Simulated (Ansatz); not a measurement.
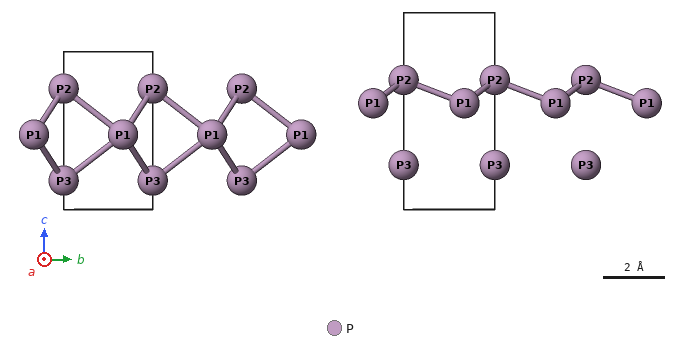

Two geometries of a crystal of P (a generated structure, set up in P3m1) (coarse preliminary run), drawn at one scale. One is the start of a relaxation, the other its converged end. The picture is a ball-and-stick view of the cell of the calculation, repeated 1 × 2 × 1 with one cell outlined, seen along the a axis.

Computed with Ansatz, DFT PBE, scalar-relativistic, plane waves, PAW. Settings: plane-wave cutoff 420 eV; k-point mesh 6 × 6 × 4; occupations gaussian; smearing width 0.1 eV; no spin polarisation; cell and atoms relaxed; force threshold 0.04 eV/Å; at most 70 steps.

Question: Which of the two is the end point?

Answer: The left one is the relaxed one. The largest move relative to the cell is that of P2, 0.56 Å along +c. The volume changes by −23.4 %, with a = b 3.460 → 3.382 Å (−2.3 %), c 6.474 → 5.190 Å (−19.8 %). Some distances before and after: P2–P3 3.677 → 2.167 Å, P1–P3 2.848 → 2.469 Å, P1–P2 2.140 → 2.469 Å. New bonds form: P2–P3 (3.68 → 2.17 Å). Bond angles that change, for instance: P2–P1–P2 107.9° → 86.4°. The space group (tolerance 0.01 Å) goes from P3m1 (No. 156) to P-6m2 (No. 187). The energy falls by 663 meV per atom in 12 accepted moves (14 points after the start). The largest force component goes from 3 to 0.0067 eV/Å. Pressure: 2.55 GPa at the start and −0.01 GPa at the end. The line search rejected the trial step at point 8 of the run. At 1 point the geometry stayed and the basis and grid were re-selected for the new cell (energy shift of 0.2 meV per atom at most each time).
